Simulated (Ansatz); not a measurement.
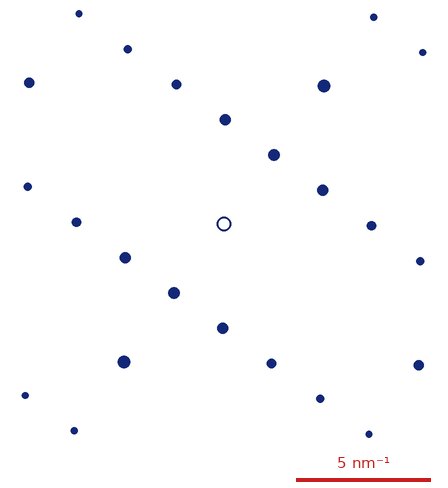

Simulated selected-area electron diffraction pattern (200 kV, kinematic approximation, thin crystal, B = 0.5 Å² for all atoms).

**Read the repeat vectors of the pattern off the scale bar.**

The spots form a rectangular net whose two shortest vectors correspond to d = 4.43 Å and 3.14 Å, 90.0° apart.

**What is the point symmetry of the pattern, intensities included?**

2mm.

**Which crystal and zone produced it?**

This cannot be fixed from one zone alone; the pattern is [110] of Bi, space group Pm-3n (No. 223), a = 6.270 Å. The net vectors are 1 -1 0 (itself too weak to see) and 0 0 2. Structure: the geometry relaxed with DFT PBEsol, scalar-relativistic, plane waves, PAW (Ansatz 0.2.0); the starting structure was generated, so it need not be a known form of this composition.
